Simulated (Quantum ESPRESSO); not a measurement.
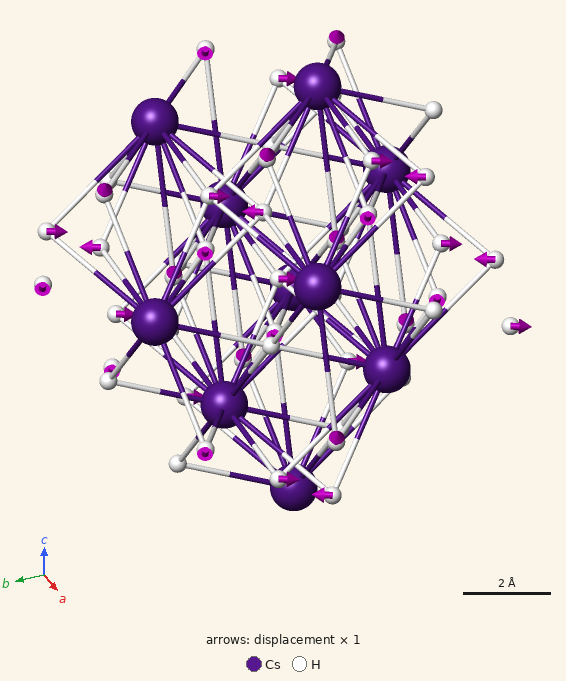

A relaxation of a crystal of CsH5 (a generated structure, set up in P4/m). The starting structure is drawn; purple arrows show the displacements (the part carried along by the change of the cell is left out), at their true length.

Style: ball-and-stick. Shown: the atoms within 5.8 Å of the atom that moves most (axes of the cell of the calculation), from a free direction.

The run lets cell and atoms move.

Method: Kohn-Sham DFT of a periodic cell, PBE with D3(BJ), PseudoDojo 0.4 SR PBE stringent in Quantum ESPRESSO.

The input:
```
&CONTROL
  calculation = 'vc-relax'
  prefix = 'pwscf'
  outdir = './tmp'
  pseudo_dir = './pseudo'
  tprnfor = .true.
  tstress = .true.
  disk_io = 'low'
  nstep = 40
  forc_conv_thr = 0.0004
  etot_conv_thr = 1d-05
/
&SYSTEM
  ibrav = 0
  nat = 6
  ntyp = 2
  ecutwfc = 72
  nbnd = 13
  occupations = 'smearing'
  smearing = 'fd'
  degauss = 0.01469973
  vdw_corr = 'grimme-d3'
  dftd3_version = 4
/
&ELECTRONS
  conv_thr = 1.2d-09
  electron_maxstep = 120
  mixing_beta = 0.5
/
&IONS
  ion_dynamics = 'bfgs'
/
&CELL
  cell_dynamics = 'bfgs'
  press = 10
  press_conv_thr = 0.3
/
ATOMIC_SPECIES
Cs   132.9055 Cs.upf
H      1.0080 H.upf
CELL_PARAMETERS angstrom
   4.0863030900    0.0000000000    0.0000000000
   0.0000000000    4.0863030900    0.0000000000
   0.0000000000    0.0000000000    5.3777956700
ATOMIC_POSITIONS crystal
Cs     0.0000000000    0.0000000000    0.5000000000
H      0.1431421200    0.3950412100    0.0000000000
H      0.8568578800    0.6049587900    0.0000000000
H      0.6049587900    0.1431421200    0.0000000000
H      0.3950412100    0.8568578800    0.0000000000
H      0.5000000000    0.5000000000    0.5000000000
K_POINTS automatic
7 7 5 0 0 0
```

Launched with:
```bash
OMP_NUM_THREADS=1 pw.x -in pw.in > pw.out
```

Atoms of which element are displaced furthest, and by how much?

Answer. Hydrogen: up to 0.50 Å, against 0.00 Å for caesium.

Describe the change and its energy.

Answer. Over 28 geometry steps the energy falls by 797 meV per atom. The largest force component goes from 2.2 to 0.0055 eV/Å. The pressure goes from −5.90 to 0.99 GPa. The largest moves relative to the cell, 0.50 Å, are those of H atoms. Cs stays in place. The volume changes by −5.2 %, with a = b 4.086 → 4.217 Å (+3.2 %), c 5.378 → 4.785 Å (−11.0 %). Near-neighbour distances that change, for instance: H–H 1.451 → 0.758 Å, Cs–H 3.699 → 3.211 Å, Cs–H 2.889 → 2.982 Å, Cs–H 3.190 → 3.212 Å. Among the angles between lasting bonds that change: Cs–H–Cs 114.9° → 96.3°. The space group (tolerance 0.01 Å) goes from P4/m (No. 83) to P4/mmm (No. 123).
